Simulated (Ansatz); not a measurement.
**FeCo3: geometry relaxation (part 2 of 2)**

The same run, continued: FeCo3 (P4/mmm, 4 atoms in the cell); DFT LDA, scalar-relativistic, plane waves, PAW, spin-polarised (Ansatz 0.2.0); cutoff 420 eV, 16×16×6 k-mesh, Gaussian smearing of 0.1 eV, collinear spins. The structure derives from a Materials Project entry. It belongs to a series of runs on one base structure; here: relaxed functional: LDA.

Geometry of the input (Å; fractional positions):
```
2.4660  0.0000  0.0000
0.0000  2.4660  0.0000
0.0000  0.0000  7.0635
Fe 0.0000  0.0000  0.0000
Co 0.5000  0.5000  0.7454
Co 0.0000  0.0000  0.5000
Co 0.5000  0.5000  0.2546
```

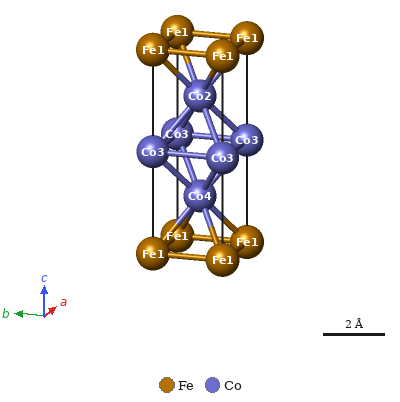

The geometry at step 2 of the log (ball-and-stick view of the cell of the calculation, seen at an oblique angle; atoms are numbered from 1 in the order of the input).

Output, continued:
```
Crystal: 4 atoms, lattice volume = 40.721 Å³
Basis set: ecut = 420 eV, 783 PW (Γ)
preconditioner: auto → Kerker (q_TF=auto, 2.964 Å⁻¹)  [metal: Δε(μ)=0.001 eV  Ē_g=9.782 eV  σ=0.100 eV  W_gap=0.00  n_scr=18 (ndim 8)  ℏωp=34.4 eV  f_vac=0.000  D(μ)=5.60/eV (n_scr^D=74)]
spin=Collinear: Kerker preconditioning applied to the charge; magnetization (m = ρ↑ − ρ↓) channel mixes plain (no charge-response kernel on spin).
SCF 3 converged in 14 iterations: F = -19608.081453 eV  dr2 = 2.34e-7
relax step   3: F+E_penalty+E_count = -19608.08145302 eV  Δ(F+E_penalty+E_count) = -2.056e-2 eV  max|allowed force component| = 3.068e-2 eV/Å  Δτ_max = 0.0018 Å  P = +0.049 GPa  Ω = 40.721 Å³  energy of the carried Pulay correction = +4.014e-3 eV  (14 SCF iters, dr2 threshold 4.00e-7 eV, accepted)
Crystal: 4 atoms, lattice volume = 40.719 Å³
preconditioner: auto → none  [metal: Δε(μ)=0.001 eV  Ē_g=9.815 eV  σ=0.100 eV  W_gap=0.01  n_scr=4 (ndim 8)  ℏωp=34.4 eV  f_vac=0.000  D(μ)=5.56/eV (n_scr^D=74)]
SCF 4 converged in 9 iterations: F = -19608.081600 eV  dr2 = 9.22e-8
relax step   4: F+E_penalty+E_count = -19608.08159957 eV  Δ(F+E_penalty+E_count) = -1.466e-4 eV  max|allowed force component| = 1.042e-2 eV/Å  Δτ_max = 0.0021 Å  P = -0.017 GPa  Ω = 40.719 Å³  energy of the carried Pulay correction = +4.018e-3 eV  (9 SCF iters, dr2 threshold 9.57e-8 eV, accepted)
Crystal: 4 atoms, lattice volume = 40.706 Å³
preconditioner: auto → none  [metal: Δε(μ)=0.005 eV  Ē_g=9.814 eV  σ=0.100 eV  W_gap=0.03  n_scr=4 (ndim 8)  ℏωp=34.4 eV  f_vac=0.000  D(μ)=5.61/eV (n_scr^D=74)]
SCF 5 converged in 10 iterations: F = -19608.081665 eV  dr2 = 5.74e-8
relax step   5: F+E_penalty+E_count = -19608.08166514 eV  Δ(F+E_penalty+E_count) = -6.556e-5 eV  max|allowed force component| = 2.023e-3 eV/Å  Δτ_max = 0.0014 Å  P = -0.012 GPa  Ω = 40.706 Å³  energy of the carried Pulay correction = +4.041e-3 eV  (10 SCF iters, dr2 threshold 6.49e-8 eV, accepted)
Initial wavefunctions: pseudopotential atomic-orbital guess (no wavefunctions were taken with the density)
preconditioner: auto → none  [metal: Δε(μ)=0.004 eV  Ē_g=9.816 eV  σ=0.100 eV  W_gap=0.02  n_scr=4 (ndim 8)  ℏωp=34.4 eV  f_vac=0.000  D(μ)=5.61/eV (n_scr^D=74)]
SCF 6 converged in 14 iterations: F = -19608.078858 eV  dr2 = 1.50e-11
relax step   6: F+E_penalty+E_count = -19608.07885816 eV  Δ(F+E_penalty+E_count) = +2.807e-3 eV  max|allowed force component| = 2.319e-3 eV/Å  Δτ_max = 0.0000 Å  P = -0.166 GPa  Ω = 40.706 Å³  stress off target by 2.06e-1 GPa  SCF on the basis re-selected at this cell (its energy is not comparable with the rows above)  (14 SCF iters)
basis re-selected at this cell: Δ(F+E_penalty+E_count) = +2.807e-3 eV, ΔP = -0.154 GPa vs the last step (what re-selecting the basis moved, of the pressure what is left beyond the Pulay correction that the steps carried, after the strain that the cell walked since its last selection, with what the two solves' SCF thresholds leave and, on support functions, any second-order correction that the steps lacked; it is no measure of the basis error at this ecutwfc). This SCF's stress stands 2.06e-1 GPa from its target on what of the cell is left free (relax.cell.stress_tol is 5.00e-2 GPa) and its largest allowed force component is 2.32e-3 eV/Å (relax.f_tol is 1.00e-2 eV/Å): not within both, so this SCF does not close the relaxation
Crystal: 4 atoms, lattice volume = 40.673 Å³
preconditioner: auto → none  [metal: Δε(μ)=0.001 eV  Ē_g=9.822 eV  σ=0.100 eV  W_gap=0.01  n_scr=4 (ndim 8)  ℏωp=34.4 eV  f_vac=0.000  D(μ)=5.65/eV (n_scr^D=74)]
SCF 7 converged in 8 iterations: F = -19608.078939 eV  dr2 = 7.05e-8
relax step   7: F+E_penalty+E_count = -19608.07893901 eV  Δ(F+E_penalty+E_count) = -8.085e-5 eV  max|allowed force component| = 3.390e-4 eV/Å  Δτ_max = 0.0001 Å  P = -0.005 GPa  Ω = 40.673 Å³  energy of the carried Pulay correction = +6.065e-5 eV  (8 SCF iters, dr2 threshold 1.06e-7 eV, accepted)
iter 1 solved again at ethr=8.76e-9 eV; its pass at ethr=3.10e-3 eV (dr2=5.87e-6 eV) is discarded
SCF iter   1: F=—  HF=-19608.078892 eV  |F-HF|=—  |Δ(HF+E_count)|=         —  Δρ=5.76e-6 (↑4.62e-6 ↓5.76e-6)  dr2=2.00e-8  dr2_m=1.10e-9  M=6.640 μB ∫|m|=6.926 μB  β_m=0.65  ethr=8.76e-9  ⟨swp⟩=4.0  Hψ=110859  notcnv=0
preconditioner: auto → none  [metal: Δε(μ)=0.001 eV  Ē_g=9.823 eV  σ=0.100 eV  W_gap=0.01  n_scr=4 (ndim 8)  ℏωp=34.4 eV  f_vac=0.000  D(μ)=5.65/eV (n_scr^D=74)]
SCF iter   2: F=—  HF=-19608.078891 eV  |F-HF|=—  |Δ(HF+E_count)|=   9.21e-8  Δρ=6.67e-6 (↑6.67e-6 ↓1.89e-6)  dr2=6.06e-9  dr2_m=6.14e-9  M=6.640 μB ∫|m|=6.926 μB  β_m=0.46  ethr=2.98e-11  ⟨swp⟩=2.0  Hψ=28626  notcnv=0
SCF iter   3: F=—  HF=-19608.078891 eV  |F-HF|=—  |Δ(HF+E_count)|=   2.86e-9  Δρ=1.95e-6 (↑1.71e-6 ↓1.95e-6)  dr2=2.54e-9  dr2_m=1.35e-10  M=6.640 μB ∫|m|=6.926 μB  β_m=0.46  ethr=9.05e-12  ⟨swp⟩=2.0  Hψ=28532  notcnv=0
SCF iter   4: F=—  HF=-19608.078891 eV  |F-HF|=—  |Δ(HF+E_count)|=  4.84e-10  Δρ=9.48e-7 (↑4.10e-7 ↓9.48e-7)  dr2=3.43e-10  dr2_m=9.70e-11  M=6.640 μB ∫|m|=6.926 μB  β_m=0.49  ethr=3.79e-12  ⟨swp⟩=1.7  Hψ=19079  notcnv=0
SCF iter   5: F=—  HF=-19608.078891 eV  |F-HF|=—  |Δ(HF+E_count)|=  1.09e-11  Δρ=4.64e-7 (↑4.64e-7 ↓4.44e-7)  dr2=4.45e-10  dr2_m=4.35e-11  M=6.640 μB ∫|m|=6.926 μB  β_m=0.40  ethr=1.00e-12  ⟨swp⟩=2.1  Hψ=20855  notcnv=0
SCF iter   6: F=—  HF=-19608.078891 eV  |F-HF|=—  |Δ(HF+E_count)|=  5.46e-11  Δρ=2.75e-7 (↑2.65e-7 ↓2.75e-7)  dr2=5.77e-11  dr2_m=1.96e-11  M=6.640 μB ∫|m|=6.926 μB  β_m=0.70  ethr=1.00e-12  ⟨swp⟩=1.0  Hψ=16564  notcnv=0
SCF iter   7: F=—  HF=-19608.078891 eV  |F-HF|=—  |Δ(HF+E_count)|=  5.46e-11  Δρ=2.51e-7 (↑2.22e-7 ↓2.51e-7)  dr2=6.33e-11  dr2_m=3.70e-12  M=6.640 μB ∫|m|=6.926 μB  β_m=0.49  ethr=1.00e-12  ⟨swp⟩=1.0  Hψ=16564  notcnv=0
SCF iter   8: F=—  HF=-19608.078891 eV  |F-HF|=—  |Δ(HF+E_count)|=    0.00e0  Δρ=1.15e-7 (↑1.15e-7 ↓9.98e-8)  dr2=4.25e-12  dr2_m=3.14e-12  M=6.640 μB ∫|m|=6.926 μB  β_m=0.71  ethr=1.00e-12  ⟨swp⟩=1.0  Hψ=16560  notcnv=0
SCF iter   9: F=—  HF=-19608.078891 eV  |F-HF|=—  |Δ(HF+E_count)|=  7.28e-12  Δρ=8.58e-8 (↑8.58e-8 ↓4.21e-8)  dr2=1.37e-12  dr2_m=1.08e-12  M=6.640 μB ∫|m|=6.926 μB  β_m=0.86  ethr=1.00e-12  ⟨swp⟩=1.0  Hψ=16560  notcnv=0
SCF iter  10: F=—  HF=-19608.078891 eV  |F-HF|=—  |Δ(HF+E_count)|=  3.64e-12  Δρ=3.25e-7 (↑7.15e-8 ↓3.25e-7)  dr2=5.75e-11  dr2_m=7.11e-12  M=6.640 μB ∫|m|=6.926 μB  β_m=0.71  ethr=1.00e-12  ⟨swp⟩=1.0  Hψ=16560  notcnv=0
SCF iter  11: F=-19608.078891 eV  HF=-19608.078891 eV  |F-HF|=7.28e-12  |Δ(HF+E_count)|=    0.00e0  Δρ=1.53e-7 (↑2.27e-8 ↓1.53e-7)  dr2=1.18e-11  dr2_m=1.69e-12  M=6.640 μB ∫|m|=6.926 μB  ethr=1.00e-12  ⟨swp⟩=2.0  Hψ=42441  notcnv=0
SCF 8 converged in 11 iterations: F = -19608.078891 eV  dr2 = 1.18e-11
relax step   8: F+E_penalty+E_count = -19608.07889142 eV  Δ(F+E_penalty+E_count) = +4.759e-5 eV  max|allowed force component| = 2.205e-4 eV/Å  Δτ_max = 0.0000 Å  P = -0.008 GPa  Ω = 40.673 Å³  stress off target by 8.36e-3 GPa  SCF on the basis re-selected at this cell (its energy is not comparable with the rows above)  (11 SCF iters)
basis re-selected at this cell: Δ(F+E_penalty+E_count) = +4.759e-5 eV, ΔP = -0.003 GPa vs the last step (what re-selecting the basis moved, of the pressure what is left beyond the Pulay correction that the steps carried, after the strain that the cell walked since its last selection, with what the two solves' SCF thresholds leave and, on support functions, any second-order correction that the steps lacked; it is no measure of the basis error at this ecutwfc). This SCF's stress stands 8.36e-3 GPa from its target on what of the cell is left free (relax.cell.stress_tol is 5.00e-2 GPa) and its largest allowed force component is 2.21e-4 eV/Å (relax.f_tol is 1.00e-2 eV/Å): within both
SCF converged after 11 iterations
Magnetization: 6.6401 μB (36.8200 up, 30.1800 down)
Absolute magnetization: 6.9273 μB (∫|ρ↑−ρ↓|, with the PAW one-centre terms)
Spin contamination: 0.0645 ħ² per cell (⟨S²⟩ above its minimum at these occupations)
Per-site moments (μB) at R_I (Å): [(2.1219877345795246, 1.0010963677420357), (1.514702503494681, 0.9948615047481728), (1.5978579112490254, 0.9948615047481728), (1.5147025034946806, 0.9948615047481729)]
Free energy (F): -19608.078891 eV
Harris-Foulkes:  -19608.078891 eV  (|F-HF|=7.28e-12)
Internal energy: -19608.050653 eV  (E = F + TS)
E sigma→0 (E₀):  -19608.064772 eV
Entropy (-TS):   -0.028238 eV (-7.060 meV/atom)
Fermi energy:    19.992591 eV
--- Per-component energies (eV) ---
  E_band       = -843.337343
  E_kinetic    = 1722.644915
  E_local      = -10200.557304  (includes V_loc(G=0)·N_el)
  E_nonlocal   = 1599.595455
  E_hartree    = 4285.832629
  E_xc         = -593.600485
  E_vxc        = -770.203716  (∫ρ·V_xc dr)
  E_paw        = -5663.135994  (= ΣΔE_a)
  E_vpaw       = -1766.482879  (= ΣTr[D̂ρ^β])
  E_aug_tail   = 0.000899  (compensation charges beyond the density's cutoff)
  E_ewald      = -10760.487056
  E_core_change = 1.656287  (= ΣΔE_core)
  E_smearing   = -0.028238  (= −TS)
  E_closure    = -0.000000  (closes the sum)
  Σ components = -19608.078891   (vs F -19608.078891, Δ=0.00e0)
--- Forces (eV/Å), atoms counted from 1 ---
  atom   1  Fe    -0.00000000     0.00000000     0.00000000
  atom   2  Co     0.00000000     0.00000000     0.00022054
  atom   3  Co     0.00000000     0.00000000     0.00000000
  atom   4  Co    -0.00000000     0.00000000    -0.00022054
  max |Σ_I F_I| component: 2.53e-28 eV/Å
--- Stress (GPa, compression-positive) ---
       -0.008357      -0.000000       0.000000
       -0.000000      -0.008357       0.000000
        0.000000       0.000000      -0.006285
  P = ⅓ Tr σ = -0.0077 GPa (-0.077 kbar)
--- Band table (eV; the first three rows and the last of 360) ---
  k-point 0 ↑: bands = ["-75.2542", "-75.0896", "-75.0804", "-67.2534", "-39.0035", "-38.8070", "-38.8070", "-38.7527", "-38.6637", "-38.6384", "-38.6384", "-38.6176", "-38.6176", "-33.6965", "-33.4976", "-33.4976", "10.5959", "13.5233", "13.5589", "14.4409", "15.1283", "16.1938", "16.2145", "17.3878", "17.3978", "17.3978", "17.8947", "17.9703", "18.4724", "18.4724", "18.5883", "18.5883", "18.6514", "18.6837", "19.1138", "19.2355", "19.7225", "20.0384", "20.0384", "22.5828", "30.4643", "35.5699", "35.5699", "40.2570", "40.2570", "40.3114"]
  k-point 1 ↑: bands = ["-75.2542", "-75.0897", "-75.0804", "-67.2534", "-39.0034", "-38.8070", "-38.8070", "-38.7534", "-38.6631", "-38.6386", "-38.6386", "-38.6174", "-38.6174", "-33.6965", "-33.4976", "-33.4976", "10.6919", "12.8054", "14.1369", "14.4650", "15.1602", "15.9237", "16.4950", "17.3451", "17.4272", "17.4272", "17.9655", "18.1883", "18.2219", "18.2219", "18.6439", "18.6601", "18.8654", "18.8654", "19.0595", "19.2907", "19.7129", "19.9795", "19.9795", "22.1348", "31.0438", "35.7244", "35.7244", "38.4746", "39.0372", "39.0372"]
  k-point 2 ↑: bands = ["-75.2541", "-75.0898", "-75.0803", "-67.2534", "-39.0031", "-38.8070", "-38.8070", "-38.7547", "-38.6621", "-38.6388", "-38.6388", "-38.6172", "-38.6172", "-33.6965", "-33.4976", "-33.4976", "10.9737", "12.0877", "14.4404", "14.5374", "15.2507", "15.6774", "16.7741", "17.2216", "17.5082", "17.5082", "17.9730", "17.9730", "18.1400", "18.5271", "18.6805", "18.8541", "18.9885", "19.1902", "19.1902", "19.3638", "19.6907", "19.8167", "19.8167", "21.0943", "32.4844", "36.1737", "36.1737", "36.4143", "37.8936", "37.8936"]
  k-point 179 ↓: bands = ["-73.3054", "-73.2455", "-73.2455", "-64.7569", "-37.2424", "-37.2424", "-37.1095", "-37.1095", "-37.0503", "-37.0325", "-37.0325", "-36.9862", "-36.9852", "-31.5012", "-31.5012", "-31.2339", "15.8749", "15.9581", "16.1033", "16.2629", "16.5815", "16.5815", "16.8622", "16.8622", "19.6289", "19.6289", "19.7958", "19.7958", "20.7761", "20.7862", "20.9287", "21.4795", "21.5394", "21.5398", "21.6100", "22.5808", "25.6056", "25.6056", "25.7601", "25.7601", "31.4281", "31.4865", "31.8380", "31.9731", "33.1685", "33.1685"]
--- Relaxed structure (6 steps of the walk, 6 accepted, 2 SCFs on fresh bases) ---
  F+E_penalty+E_count = -19608.07889142 eV   max|allowed force component| = 2.205e-4 eV/Å   (the final SCF, on the basis selected at the relaxed cell)
  cell:  # Å, volume = 40.6729 Å³
    - [2.426900285435238, -5.403309282119903e-34, 0.0]
    - [-5.403309282119903e-34, 2.426900285435238, 0.0]
    - [0.0, 0.0, 6.905591442059908]
  atoms:
    - { symbol: Fe, position: [1.5978268798408393e-35, 6.768837020805466e-37, -7.674725460185333e-21] }
    - { symbol: Co, position: [0.5, 0.5, 0.7454003651816765] }
    - { symbol: Co, position: [4.6905180482201254e-36, -6.959508486180266e-37, 0.5000000000000001] }
    - { symbol: Co, position: [0.5, 0.5, 0.25459963481832365] }
--- Löwdin populations: 4 sites ---
  site symbol       q [e]    m [muB]
     0     Fe     15.8223     2.1808
     1     Co     16.7736     1.5176
     2     Co     16.7823     1.5939
     3     Co     16.7736     1.5176
  spilling = 0.012658 (of n_electrons = 67.000000)
```

File populations.tsv:
```
# site	symbol	l	j	q_up	q_dn
# orbitals = lowdin
# n_electrons = 67.000000
# spilling = 0.012658
0	Fe	0_3S	-	0.992019	0.992343
0	Fe	0_4S	-	0.445002	0.464481
0	Fe	1_3P	-	2.998155	2.997578
0	Fe	2_3D	-	4.566378	2.366383
1	Co	0_3S	-	0.992479	0.992665
1	Co	0_4S	-	0.448478	0.477737
1	Co	1_3P	-	2.998526	2.998130
1	Co	2_3D	-	4.706114	3.159504
2	Co	0_3S	-	0.992465	0.992764
2	Co	0_4S	-	0.458745	0.483338
2	Co	1_3P	-	2.998513	2.998249
2	Co	2_3D	-	4.738370	3.119838
3	Co	0_3S	-	0.992479	0.992665
3	Co	0_4S	-	0.448478	0.477737
3	Co	1_3P	-	2.998526	2.998130
3	Co	2_3D	-	4.706114	3.159504
```

Trajectory as extended XYZ (Å, eV, eV/Å), 8 frames, from step=1 to step=8:
```
4
Lattice="2.4660 0.0000 0.0000 0.0000 2.4660 0.0000 0.0000 0.0000 7.0635" Properties=species:S:1:pos:R:3:forces:R:3 step=1 energy=-19607.99551 pressure_GPa=-11.48
Fe    0.0000    0.0000    0.0000    0.0000   0.0000   0.0000
Co    1.2330    1.2330    5.2651    0.0000   0.0000  -0.1224
Co    0.0000    0.0000    3.5317    0.0000   0.0000   0.0000
Co    1.2330    1.2330    1.7983    0.0000   0.0000   0.1224
4
Lattice="2.4445 0.0000 0.0000 0.0000 2.4445 0.0000 0.0000 0.0000 6.9922" Properties=species:S:1:pos:R:3:forces:R:3 step=2 energy=-19608.06090 pressure_GPa=-5.61
Fe    0.0000    0.0000    0.0000    0.0000   0.0000   0.0000
Co    1.2223    1.2223    5.2103    0.0000   0.0000  -0.0610
Co    0.0000    0.0000    3.4961    0.0000   0.0000   0.0000
Co    1.2223    1.2223    1.7819    0.0000   0.0000   0.0610
4
Lattice="2.4253 0.0000 0.0000 0.0000 2.4253 0.0000 0.0000 0.0000 6.9228" Properties=species:S:1:pos:R:3:forces:R:3 step=3 energy=-19608.08145 pressure_GPa=0.05
Fe    0.0000    0.0000    0.0000    0.0000   0.0000   0.0000
Co    1.2127    1.2127    5.1568    0.0000   0.0000   0.0307
Co    0.0000    0.0000    3.4614    0.0000   0.0000   0.0000
Co    1.2127    1.2127    1.7660    0.0000   0.0000  -0.0307
4
Lattice="2.4262 0.0000 0.0000 0.0000 2.4262 0.0000 0.0000 0.0000 6.9172" Properties=species:S:1:pos:R:3:forces:R:3 step=4 energy=-19608.08160 pressure_GPa=-0.02
Fe    0.0000    0.0000    0.0000    0.0000   0.0000   0.0000
Co    1.2131    1.2131    5.1546    0.0000   0.0000   0.0104
Co    0.0000    0.0000    3.4586    0.0000   0.0000   0.0000
Co    1.2131    1.2131    1.7626    0.0000   0.0000  -0.0104
4
Lattice="2.4271 0.0000 0.0000 0.0000 2.4271 0.0000 0.0000 0.0000 6.9102" Properties=species:S:1:pos:R:3:forces:R:3 step=5 energy=-19608.08167 pressure_GPa=-0.01
Fe    0.0000    0.0000    0.0000    0.0000   0.0000   0.0000
Co    1.2135    1.2135    5.1508    0.0000   0.0000  -0.0020
Co    0.0000    0.0000    3.4551    0.0000   0.0000   0.0000
Co    1.2135    1.2135    1.7594    0.0000   0.0000   0.0020
4
Lattice="2.4271 0.0000 0.0000 0.0000 2.4271 0.0000 0.0000 0.0000 6.9102" Properties=species:S:1:pos:R:3:forces:R:3 step=6 energy=-19608.07886 pressure_GPa=-0.17
Fe    0.0000    0.0000    0.0000    0.0000   0.0000   0.0000
Co    1.2135    1.2135    5.1508    0.0000   0.0000  -0.0023
Co    0.0000    0.0000    3.4551    0.0000   0.0000   0.0000
Co    1.2135    1.2135    1.7594    0.0000   0.0000   0.0023
4
Lattice="2.4269 0.0000 0.0000 0.0000 2.4269 0.0000 0.0000 0.0000 6.9056" Properties=species:S:1:pos:R:3:forces:R:3 step=7 energy=-19608.07894 pressure_GPa=-0.00
Fe    0.0000    0.0000    0.0000    0.0000   0.0000   0.0000
Co    1.2134    1.2134    5.1474    0.0000   0.0000   0.0003
Co    0.0000    0.0000    3.4528    0.0000   0.0000   0.0000
Co    1.2134    1.2134    1.7582    0.0000   0.0000  -0.0003
4
Lattice="2.4269 0.0000 0.0000 0.0000 2.4269 0.0000 0.0000 0.0000 6.9056" Properties=species:S:1:pos:R:3:forces:R:3 step=8 energy=-19608.07889 pressure_GPa=-0.01
Fe    0.0000    0.0000    0.0000    0.0000   0.0000   0.0000
Co    1.2134    1.2134    5.1474    0.0000   0.0000   0.0002
Co    0.0000    0.0000    3.4528    0.0000   0.0000   0.0000
Co    1.2134    1.2134    1.7582    0.0000   0.0000  -0.0002
```

Results in brief:

| quantity | value |
| --- | --- |
| outcome | converged |
| space group (tolerance 0.01 Å) | P4/mmm (123) |
| electrons treated | 67 |
| free energy | −19608.0789 eV |
| Fermi energy | 19.993 eV |
| gap on the k-point mesh | none (metallic) |
| net moment of the cell | 6.64 μB |
| integrated absolute moment | 6.93 μB |
| pressure | −0.01 GPa |
| final volume | 40.67 Å³ |
| largest force (length of the vector) at the end | under 0.001 eV/Å |
| final cell | a = 2.427 Å, b = 2.427 Å, c = 6.906 Å, α = 90.00°, β = 90.00°, γ = 90.00° |
| hardware | 1 thread of Intel Xeon @ 2.50GHz (Skylake/Cascade Lake), 189 GiB of memory available, shared host |
| wall time | 18 min |
| peak memory | 1 GiB |
